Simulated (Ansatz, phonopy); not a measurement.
# How KCl (Sylvite, Fm-3m) expands on warming, part 3 of 5

How much does KCl (Sylvite) expand with temperature?

Measurements to reproduce:
- volume expansion coefficient 111.3 1e-6/K and heat capacity C_P per formula unit 51.7 J/mol/K near room temperature (given in “High-Throughput Prediction of Finite-Temperature Properties using the Quasi-Harmonic Approximation”, 2016, arXiv:1603.06924)
- volume expansion coefficient 114.9 1e-6/K near room temperature (given in “Descriptors for thermal expansion in solids”, 2017, arXiv:1701.03966)

Ansatz 0.2.0; DFT LDA, scalar-relativistic, plane waves, PAW.

So far. Step 5 (Tight relaxation): The residual pressure is -0.0094 GPa, small enough for phonons. Step 6 (A new level, relaxed again): The residual pressure is -0.0093 GPa, small enough for phonons.

**7. Phonons on strained cells, cutoff 550 eV, k-mesh 8×8×8**

Thermal expansion follows from how the free energy of the vibrations (and of the electrons in a metal) changes with strain, so the program makes strained cells, their phonons and a fit in one run.

input.yaml reads:

```yaml
crystal:
  lattice:
    - [0.0, 3.0385007258, 3.0385007258]
    - [3.0385007258, 0.0, 3.0385007258]
    - [3.0385007258, 3.0385007258, 0.0]
  atoms:
    - { symbol: K, position: [0.0, 0.0, 0.0] }
    - { symbol: Cl, position: [0.5, 0.5, 0.5] }
kpoints:
  mp_grid: { grid: [8, 8, 8] }
hamiltonian:
  xc: lda
scf:
  occupations: { method: fixed }
output:
  eigenvalues: true
basis:
  ecutwfc: 550.0
phonons:
  method: dfpt
  qmesh: [4, 4, 4]
  temperatures: { t_max: 800.0, t_step: 50 }
  thermal_expansion: {}
```

On the command line:

```
ansatz run input.yaml --threads 4 --pin off --max-ram 16384MiB --backend cpu --events-out ev --progress --plain --runs-dir out
```

Numbers of over 12 decimals in the logs are rounded to 6 here.

Output:

```text
[...]
Crystal: 2 atoms, lattice volume = 56.106 Å³
Basis set: ecut = 550 eV, 1639 PW (Γ), exchange–correlation on 72×72×72 points (8 copies of the dense FFT grid, shifted against one another)
Bands: 12, of which v1, the nominal top of the filled ones, is band 8 counted from 1 (7 counted from 0)
Symmetry: 48 space group operations
[...]
k-points: 29 of 512
[...]
SCF iter   1: F=—  HF=-2544.301020 eV  |F-HF|=—  |Δ(HF+E_count)|=         —  Δρ=6.62e-3  dr2=2.34e-2  ethr=1.77e-3  ⟨swp⟩=4.8  Hψ=1884  notcnv=0  defer=56
[...]
SCF iter   7: F=-2544.292294 eV  HF=-2544.292294 eV  |F-HF|=4.09e-12  |Δ(HF+E_count)|=  1.55e-10  Δρ=2.02e-7  dr2=1.02e-11  ethr=1.00e-12  ⟨swp⟩=6.8  Hψ=1937  notcnv=0
SCF 1 converged in 7 iterations: F = -2544.292294 eV  dr2 = 1.02e-11
[...]
relax step   1: F+E_penalty+E_count = -2544.29229442 eV  Δ(F+E_penalty+E_count) = +0.000e0 eV  max|allowed force component| = 5.128e-30 eV/Å  Δτ_max = 0.0000 Å  (7 SCF iters, accepted)
SCF converged after 7 iterations
Free energy (F): -2544.292294 eV
[...]
Internal energy: -2544.292294 eV  (E = F + TS)
E sigma→0 (E₀):  -2544.292294 eV
Fermi energy:    1.340250 eV
[...]
--- Stress (GPa, compression-positive) ---
       -0.009316      -0.000000      -0.000000
        0.000000      -0.009316       0.000000
        0.000000      -0.000000      -0.009316
  P = ⅓ Tr σ = -0.0093 GPa (-0.093 kbar)
--- Band table (eV; the first three rows and the last of 29) ---
  k-point 0: bands = [... 4 lower, -8.9728, 1.3402, 1.3402, 1.3402, 6.4507, 9.4388, 9.4388, 9.4388]
  k-point 1: bands = [... 4 lower, -8.9219, 1.0927, 1.2697, 1.2697, 6.8791, 9.3157, 9.6581, 9.6581]
  k-point 2: bands = [... 4 lower, -8.8056, 0.5883, 1.1076, 1.1076, 7.8266, 9.2751, 10.2810, 10.2810]
  k-point 28: bands = [... 4 lower, -8.8526, 0.7086, 0.7827, 0.7827, 9.1541, 9.1541, 10.9023, 11.3846]
── thermal expansion: 3 new cells, 3 in all ──
thermal expansion: relaxation of cell 2
thermal expansion: relaxation of cell 3
── thermal expansion: 2 new cells, 5 in all ──
thermal expansion: relaxation of cell 4
thermal expansion: lower-state search of cell 4
thermal expansion: phonons of cell 4
thermal expansion: relaxation of cell 5
thermal expansion: phonons of cell 5
── thermal expansion: 8 new cells, 13 in all ──
thermal expansion: relaxation of cell 6
thermal expansion: relaxation of cell 7
thermal expansion: relaxation of cell 8
thermal expansion: relaxation of cell 9
thermal expansion: relaxation of cell 10
thermal expansion: relaxation of cell 11
thermal expansion: relaxation of cell 12
thermal expansion: relaxation of cell 13
thermal expansion: phonons of cell 6
thermal expansion: phonons of cell 7
thermal expansion: phonons of cell 8
thermal expansion: phonons of cell 9
thermal expansion: phonons of cell 10
--- Relaxed structure (1 steps of the walk, 1 accepted, 0 SCFs on fresh bases) ---
  F+E_penalty+E_count = -2544.29229442 eV   max|allowed force component| = 5.128e-30 eV/Å
  atoms:
    - { symbol: K, position: [0.0, 0.0, 0.0] }
    - { symbol: Cl, position: [0.5, 0.5, 0.5] }
--- Thermal expansion: 13 cells in 3 rounds, 0 GPa ---
  no lower state was reached at cell 4
  without vibrations: a 4.29654, b 4.29654, c 4.29654 Å, V 56.0845 Å³, B 24.26 GPa
  at 0 K: a 4.31029, b 4.31029, c 4.31029 Å, V 56.6245 Å³, B 23.47 GPa
  zero-point expansion: a +0.320, b +0.320, c +0.320, V +0.963 %
      T/K        a/Å        b/Å        c/Å       V/Å³ | expansion of a, b, c, V (1e-6/K)   | that of V in the mean from 25 °C | C_P, C_V (J/mol K of the cell) | B_T, B_S (GPa)
     0.00    4.31029    4.31029    4.31029    56.6245 |    0.00    0.00    0.00    0.00 |   71.85 |     0.000     0.000 |    23.47    23.47
   100.00    4.31465    4.31465    4.31465    56.7965 |   23.31   23.31   23.31   69.92 |   93.12 |    38.434    38.053 |    22.83    23.06
   200.00    4.32697    4.32697    4.32697    57.2845 |   32.01   32.01   32.01   96.03 |  102.06 |    47.908    46.538 |    21.52    22.16
   298.15    4.34152    4.34152    4.34152    57.8642 |   36.19   36.19   36.19  108.58 |       - |    50.858    48.390 |    20.15    21.18
   350.00    4.34990    4.34990    4.34990    58.2000 |   38.21   38.21   38.21  114.64 |  111.92 |    51.942    48.816 |    19.39    20.63
   450.00    4.36746    4.36746    4.36746    58.9075 |   42.46   42.46   42.46  127.38 |  118.74 |    53.886    49.262 |    17.85    19.53
   550.00    4.38715    4.38715    4.38715    59.7080 |   47.76   47.76   47.76  143.28 |  126.52 |    56.055    49.487 |    16.18    18.33
   650.00    4.40966    4.40966    4.40966    60.6319 |   55.06   55.06   55.06  165.17 |  135.94 |    58.886    49.616 |    14.32    16.99
   750.00    4.43630    4.43630    4.43630    61.7374 |   66.35   66.35   66.35  199.04 |  148.14 |    63.138    49.696 |    12.17    15.46
   800.00    4.45195    4.45195    4.45195    62.3929 |   74.96   74.96   74.96  224.88 |  155.95 |    66.340    49.726 |    10.93    14.58
  the static fit leaves 0.000 meV an atom of the energies and, of the stresses, 0.000 GPa of each cell's largest along a strain (root mean squares over the cells), whose Pulay part it has at -0.002 GPa
  vibrations' free energy: its fit leaves 0.0002 meV an atom at the most
  the electrons' free energy at temperature is not in it: every band gap is over 0.83 eV
  free energies summed between the sampled wave vectors
  estimated error of the fitted expansion in any direction: up to 0.464e-6/K, at 800 K (an estimate, not a bound: it was exceeded on models of known expansion)
  by sums over the sampled wave vectors an expansion of the volume parts by up to 1.49e-6/K
  by a static energy of one degree less an expansion of the volume parts by up to 1.20e-6/K
  band gaps on the cells' k-points are 4.623 to 5.225 eV
```

Run time: 13 min. Hardware: 4 threads of Arm Neoverse V2, shared host; peak memory 1.3 GiB; 50 min of CPU time.

Numbers from this step:

| Property | Result |
| --- | --- |
| pressure | -0.009316 GPa |
| volume expansion coefficient at 298 K | 108.6 1e-6/K |
| C_P at 298 K | 25.43 J/mol-atom/K |
| entropy at 298 K | 40.38 J/mol-atom/K |
| isothermal bulk modulus at 298 K | 20.15 GPa |
| Grüneisen parameter at 298 K | 1.576 |
| volume at 298 K | 28.93 Å³/atom |
| principal linear expansion coefficients at 298 K | 36.19, 36.19, 36.19 1e-6/K |

Strained cells of the study; zero-point energy where phonons were solved; the pressures are stresses at a fixed cutoff and can carry an offset from the finite basis. Expansion cells, by row:

| cell | \|a\| (Å) | \|b\| (Å) | \|c\| (Å) | V (Å³/atom) | E - E_lowest (meV/atom) | pressure, compression positive (GPa) | gap (eV) | zero-point energy (meV/atom) |
| --- | --- | --- | --- | --- | --- | --- | --- | --- |
| 1 | 4.297 | 4.297 | 4.297 | 28.05 | 0 | -0.012 | 5.11 | - |
| 2 | 4.331 | 4.331 | 4.331 | 28.73 | 1.221 | -0.557 | 5.022 | - |
| 3 | 4.263 | 4.263 | 4.263 | 27.39 | 1.202 | 0.603 | 5.202 | - |
| 4 | 4.297 | 4.297 | 4.297 | 28.05 | 0 | -0.009 | 5.111 | 23.59 |
| 5 | 4.318 | 4.318 | 4.318 | 28.47 | 0.486 | -0.358 | 5.055 | 22.99 |
| 6 | 4.331 | 4.331 | 4.331 | 28.72 | 1.195 | -0.551 | 5.023 | 22.64 |
| 7 | 4.365 | 4.365 | 4.365 | 29.41 | 4.616 | -1.03 | 4.938 | 21.7 |
| 8 | 4.4 | 4.4 | 4.4 | 30.12 | 10.1 | -1.452 | 4.855 | 20.77 |
| 9 | 4.435 | 4.435 | 4.435 | 30.84 | 17.51 | -1.822 | 4.776 | 19.86 |
| 10 | 4.47 | 4.47 | 4.47 | 31.58 | 26.69 | -2.144 | 4.698 | 18.95 |
| 11 | 4.254 | 4.254 | 4.254 | 27.22 | 1.921 | 0.772 | 5.225 | - |
| 12 | 4.276 | 4.276 | 4.276 | 27.63 | 0.463 | 0.367 | 5.168 | - |
| 13 | 4.506 | 4.506 | 4.506 | 32.35 | 37.6 | -2.425 | 4.623 | - |

Quasi-harmonic; a, b, c are the run's own cell vectors. Expansion, by row:

```
T (K)  a (Å)  b (Å)  c (Å)  alpha (deg)  beta (deg)  gamma (deg)  cell volume (Å³/cell)  alpha_a (1e-6/K)  alpha_b (1e-6/K)  alpha_c (1e-6/K)  alpha_V (1e-6/K)  C_P (J/mol-atom/K)  C_V (J/mol-atom/K)  S (J/mol-atom/K)  B_T (GPa)  B_S (GPa)  Grueneisen  extrapolation  fit error (1e-6/K)
    0   4.31   4.31   4.31           60          60           60                  56.62                 0                 0                 0                 0                   0                   0                 0      23.47      23.47           -              0                   0
   50  4.311  4.311  4.311           60          60           60                  56.65               9.8               9.8               9.8              29.4               10.12                10.1             4.965      23.35      23.39       1.159              0                   0
  100  4.315  4.315  4.315           60          60           60                   56.8             23.31             23.31             23.31             69.92               19.22               19.03             15.31      22.83      23.06       1.435              0                0.01
  150   4.32   4.32   4.32           60          60           60                  57.02             28.92             28.92             28.92             86.76               22.47               22.04             23.82      22.19      22.63         1.5              0                0.01
  200  4.327  4.327  4.327           60          60           60                  57.28             32.01             32.01             32.01             96.03               23.95               23.27             30.51      21.52      22.16       1.532              0                0.02
  250  4.334  4.334  4.334           60          60           60                  57.57             34.27             34.27             34.27             102.8               24.82               23.87             35.96      20.83      21.67       1.556              0                0.03
298.1  4.342  4.342  4.342           60          60           60                  57.86             36.19             36.19             36.19             108.6               25.43                24.2             40.38      20.15      21.18       1.576              0                0.04
  300  4.342  4.342  4.342           60          60           60                  57.88             36.26             36.26             36.26             108.8               25.45                24.2             40.54      20.12      21.16       1.576              0                0.04
  350   4.35   4.35   4.35           60          60           60                   58.2             38.21             38.21             38.21             114.6               25.97               24.41              44.5      19.39      20.63       1.596              0                0.05
  400  4.358  4.358  4.358           60          60           60                  58.54             40.25             40.25             40.25             120.8               26.46               24.54                48      18.64      20.09       1.616              0                0.06
  450  4.367  4.367  4.367           60          60           60                  58.91             42.46             42.46             42.46             127.4               26.94               24.63             51.15      17.85      19.53       1.638              0                0.08
  500  4.377  4.377  4.377           60          60           60                  59.29             44.93             44.93             44.93             134.8               27.46                24.7             54.01      17.03      18.94        1.66              0                0.08
  550  4.387  4.387  4.387           60          60           60                  59.71             47.76             47.76             47.76             143.3               28.03               24.74             56.66      16.18      18.33       1.684              0                0.09
  600  4.398  4.398  4.398           60          60           60                  60.15             51.07             51.07             51.07             153.2               28.68               24.78             59.12      15.28      17.68       1.711              0                0.11
  650   4.41   4.41   4.41           60          60           60                  60.63             55.06             55.06             55.06             165.2               29.44               24.81             61.45      14.32      16.99        1.74              0                0.12
  700  4.422  4.422  4.422           60          60           60                  61.16             59.99             59.99             59.99               180               30.38               24.83             63.66      13.29      16.26       1.774              0                0.13
  750  4.436  4.436  4.436           60          60           60                  61.74             66.35             66.35             66.35               199               31.57               24.85              65.8      12.17      15.46       1.812              0                 0.1
  800  4.452  4.452  4.452           60          60           60                  62.39             74.96             74.96             74.96             224.9               33.17               24.86             67.88      10.93      14.58       1.857              0                0.46
```

The expansion coefficient by temperature; values in 1e-6/K:

```csv
temperature (K),volume,principal 1
0,0,0
50,29.4,9.8
100,69.9,23.3
150,86.8,28.9
200,96.0,32.0
250,103,34.3
298,109,36.2
300,109,36.3
350,115,38.2
400,121,40.2
450,127,42.5
500,135,44.9
550,143,47.8
600,153,51.1
650,165,55.1
700,180,60.0
750,199,66.3
800,225,75.0
```

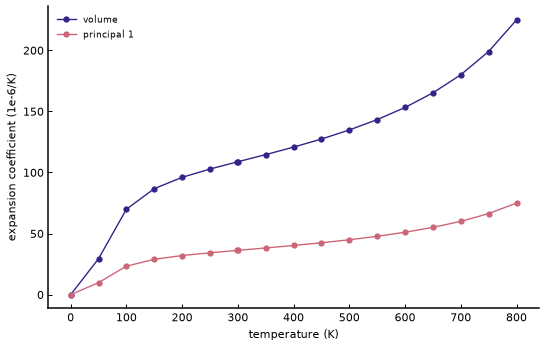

Expansion coefficient against temperature.

At 298 K the volume expansion is 109 × 10⁻⁶/K and B_T is 20.2 GPa.

**8. Quasi-harmonic fit by phonopy**

This step: DFT LDA, scalar-relativistic, plane waves, PAW (phonopy 4.10.0).

Numbers from this step:

| Item | Value |
| --- | --- |
| volume expansion coefficient at 300 K | 108.6 1e-6/K |
| isothermal bulk modulus at 300 K | 20.13 GPa |
| C_P at 300 K | 25.54 J/mol-atom/K |
| Grüneisen parameter at 300 K | 1.575 |

Energy (each curve on its own zero) against volume; values in meV/atom:

```csv
volume (Å³/atom),static,F at 0 K,F at 300 K,F at 800 K
28.05,0,2.09,6.91,17.9
28.47,0.49,1.97,5.56,13.7
28.72,1.2,2.33,5.18,11.6
29.41,4.62,4.82,5.55,7.09
30.12,10.1,9.38,7.86,4.31
30.84,17.5,15.9,11.9,3.03
31.58,26.7,24.1,17.6,3.05
```

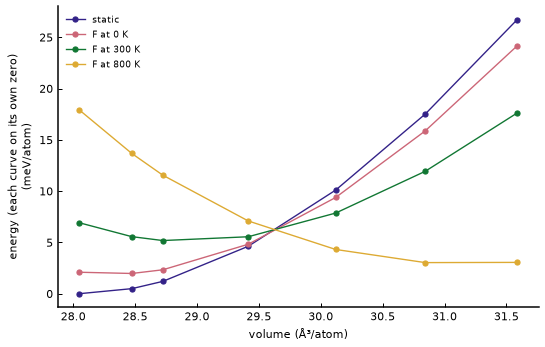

Energy (each curve on its own zero), plotted against volume.

Phonopy-qha, vinet fit of F(V) at each temperature. Qha vinet, by row:

| T (K) | fitted volume (Å³/atom) | alpha_V (1e-6/K) | B_T (GPa) | C_P (J/mol-atom/K) | Grueneisen |
| --- | --- | --- | --- | --- | --- |
| 100 | 28.4 | 66.09 | 22.83 | 19.08 | 1.356 |
| 150 | 28.51 | 85.52 | 22.21 | 22.64 | 1.479 |
| 200 | 28.64 | 95.51 | 21.54 | 24.11 | 1.525 |
| 250 | 28.78 | 102.5 | 20.85 | 24.95 | 1.553 |
| 300 | 28.94 | 108.6 | 20.13 | 25.54 | 1.575 |
| 350 | 29.1 | 114.6 | 19.38 | 26.04 | 1.595 |
| 400 | 29.27 | 120.9 | 18.61 | 26.52 | 1.616 |
| 450 | 29.45 | 127.8 | 17.81 | 27 | 1.639 |
| 500 | 29.65 | 135.5 | 16.97 | 27.51 | 1.662 |
| 550 | 29.85 | 144.2 | 16.11 | 28.08 | 1.688 |
| 600 | 30.08 | 154.4 | 15.21 | 28.73 | 1.716 |
| 650 | 30.32 | 166.3 | 14.28 | 29.5 | 1.748 |
| 700 | 30.58 | 180.5 | 13.31 | 30.42 | 1.782 |
| 750 | 30.87 | 197.9 | 12.3 | 31.54 | 1.821 |

Table of volume expansion coefficient by temperature; values in 1e-6/K:

| temperature (K) | phonopy-qha, Vinet | Ansatz's own study |
| --- | --- | --- |
| 100 | 66.1 | 69.9 |
| 150 | 85.5 | 86.8 |
| 200 | 95.5 | 96.0 |
| 250 | 103 | 103 |
| 300 | 109 | 109 |
| 350 | 115 | 115 |
| 400 | 121 | 121 |
| 450 | 128 | 127 |
| 500 | 135 | 135 |
| 550 | 144 | 143 |
| 600 | 154 | 153 |
| 650 | 166 | 165 |
| 700 | 181 | 180 |
| 750 | 198 | 199 |

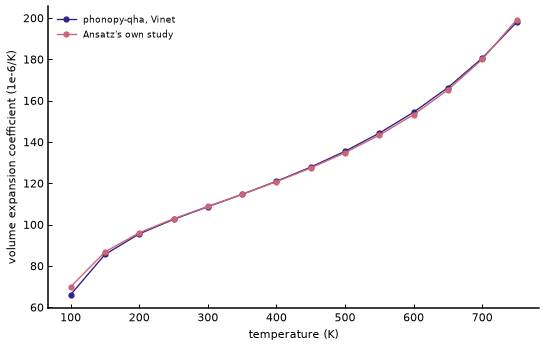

Volume expansion coefficient against temperature.

The fit gives a volume expansion of 109 × 10⁻⁶/K at 300 K, against 109 at 298 K from the study itself, whose static fit uses more cells.

(Part 3 of 5 ends here.)

[Logs are printed without paths, hosts, clocks, repeated set-up lines and the standing remarks that a program may print on its own settings, such as how far it seeks lower states.]

[Hosts, paths, dates, database ids (printed as entryN), source tags and the programs' standing remarks are cut or masked in the printed files.]

[A step with changed settings may run another functional than the one named; its input shows which.]
